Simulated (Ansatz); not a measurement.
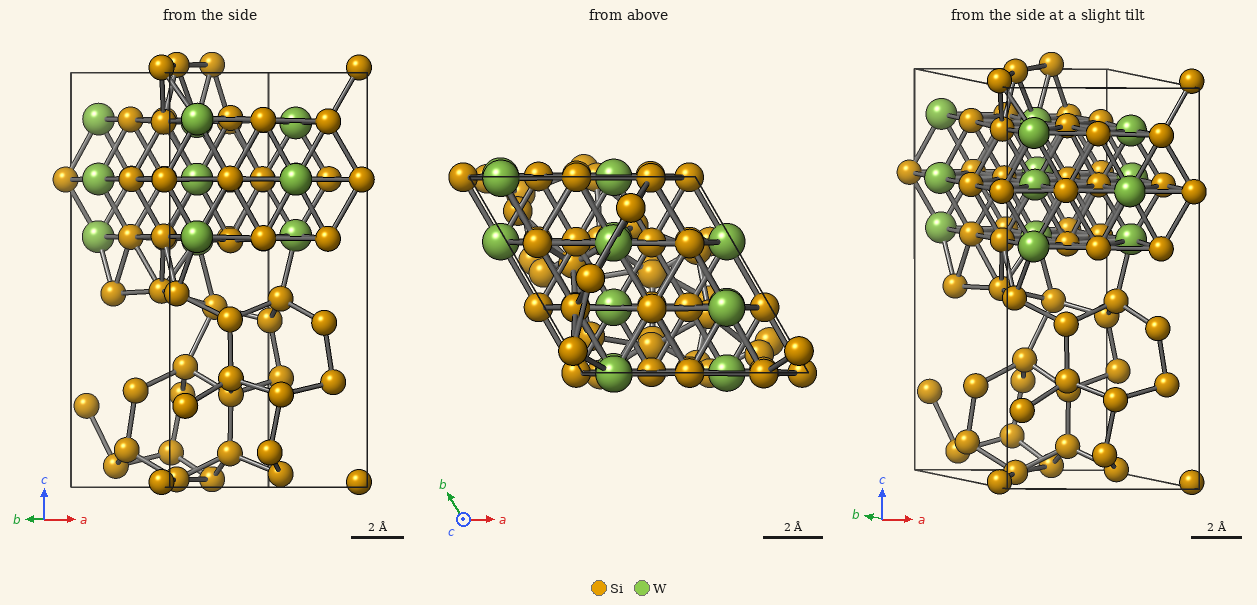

A ball-and-stick picture of a periodic stack of two materials, seen from the side, from above and from the side at a slight tilt; the box is the simulation cell in a reduced setting, and 1×1 cells are drawn in the plane (a layer on the cell's face shows at both ends).

Identify both sides of the interface and their planes.

Answer. Si (1 1 1) (Fd-3m, 24 atoms) and Si2W (1 1 0) (I4/mmm, 27 atoms).

Give the in-plane cell and the period of the stack.

Answer. The in-plane vectors are 7.74 and 7.74 Å long, those of Si, to which Si2W is strained; the stack repeats after 16.2 Å.

The atoms and the stacking vector were relaxed with DFT PBE, scalar-relativistic, plane waves, PAW (Ansatz 0.2.0), the in-plane cell held. The two parents, named as they started, are listed structures, not always the stable forms, and thin layers can change their stacking on relaxation.
